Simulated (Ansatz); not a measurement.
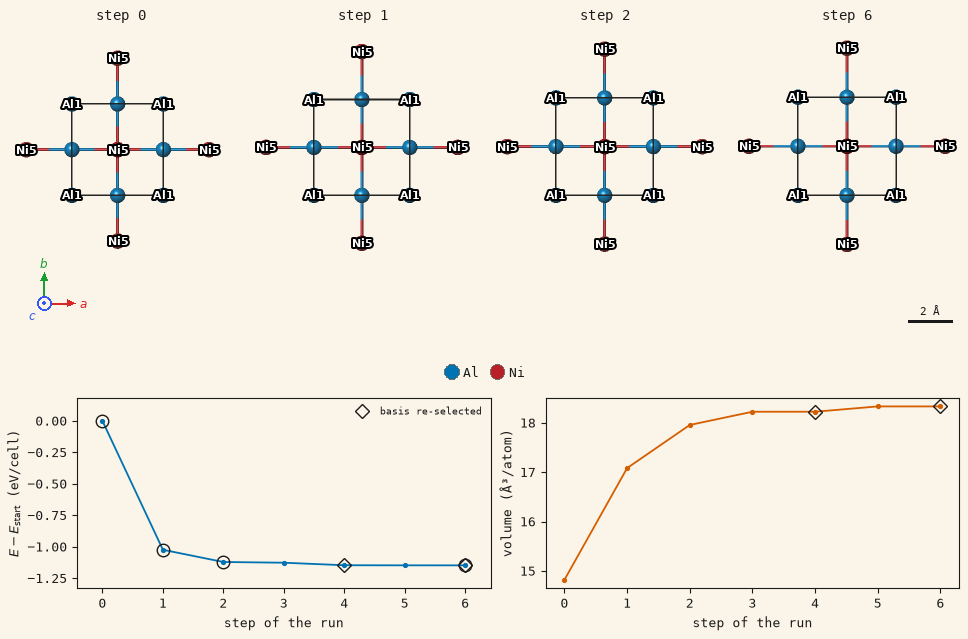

Frames of a relaxation of solid Al₄Ni (a generated structure, set up in Pm-3m) (coarse preliminary run), marked on the history of the run. The picture is a ball-and-stick view of the cell of the calculation, seen along the c axis.

All numbers below come from DFT PBE, scalar-relativistic, plane waves, PAW in Ansatz 0.2.0.

The input:
```yaml
crystal:
  lattice:
    - [4.20020007, 0.0, 0.0]
    - [0.0, 4.20020007, 0.0]
    - [0.0, 0.0, 4.20020007]
  atoms:
    - { symbol: Al, position: [0.0, 0.0, 0.0] }
    - { symbol: Al, position: [0.5, 0.5, 0.0] }
    - { symbol: Al, position: [0.5, 0.0, 0.5] }
    - { symbol: Al, position: [0.0, 0.5, 0.5] }
    - { symbol: Ni, position: [0.5, 0.5, 0.5], spin: 2.0 }
basis:
  ecutwfc: 420
kpoints:
  mp_grid: { grid: [4, 4, 4] }
hamiltonian:
  xc: pbe
scf:
  occupations: { method: gaussian, width: 0.1 }
  lower_state_search: "off"
output:
  forces: true
  stress: true
  eigenvalues: true
  populations: true
magnetization:
  spin_polarized: true
relax:
  adjacent_minimum: "off"
  f_tol: 0.04
  max_steps: 70
  cell: { stress_tol: 0.4 }
```

Run as
```bash
ansatz run input.yaml --threads 1 --pin off --max-ram 2560MiB --backend cpu --events-out ev --progress --plain --runs-dir out
```

Describe the path.

Answer. After 4 accepted moves (6 points after the start) the energy has fallen by 1.148 eV per cell of the calculation. All forces vanish by symmetry, so only the cell relaxes. The pressure goes from 25.03 to 0.04 GPa. The SCF was repeated twice at an unchanged geometry on a basis and grid sized afresh for the cell, which shifted the energy by 20.1 meV per cell of the calculation at most. The atoms keep their places relative to the cell (all moves are under 0.005 Å). The drawn cell changes as follows: a = b = c 4.200 → 4.509 Å (+7.3 %); the volume changes by +23.7 %. Among the contacts that change: Al2–Ni5 2.100 → 2.254 Å. The space group stays Pm-3m (No. 221). The program noted that the starting moments weren't kept. From step 0 to 1: volume +15.3 %, energy −1.024 eV per cell of the calculation. From step 1 to 2: volume +5.1 %, energy −97.1 meV per cell of the calculation. From step 2 to 6: volume +2.1 %, energy −26.6 meV per cell of the calculation.

Limits of the set-up: the k-point mesh is coarse for a cell with partly filled bands.
